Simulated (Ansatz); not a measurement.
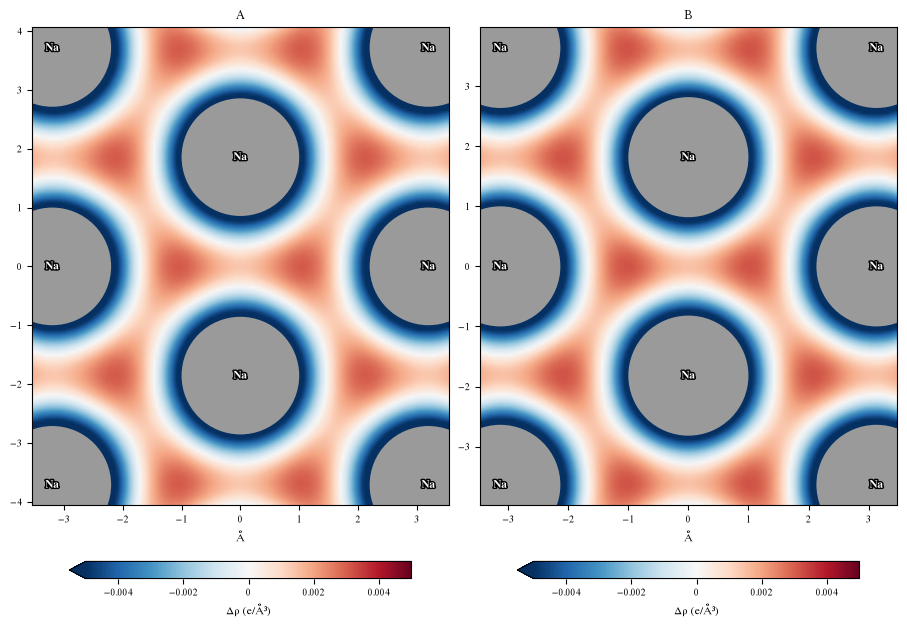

Na: deformation density on the (001) plane of the conventional cell at two volumes, with the same fractional coordinates and one colour scale. Grey discs cover the cores. Panel B has 94 % of the volume of panel A.

Space group C2/m. This isn't the usual form at ambient conditions. The cell comes from a database of computed structures, not from a measurement.

Computed with DFT PBE, scalar-relativistic, plane waves, PAW in Ansatz 0.2.0.

How do bonds, bonding charge and pressure respond to this change of volume?

Answer. The pressure is 0.0 GPa in A and 0.5 GPa in B. The rearranged charge is 0.05 e an atom in A and 0.05 e in B.

Run times: 40 s (base cell) and 42 s (scaled cell), on 1 thread of Arm Neoverse N1, with other jobs on the host.
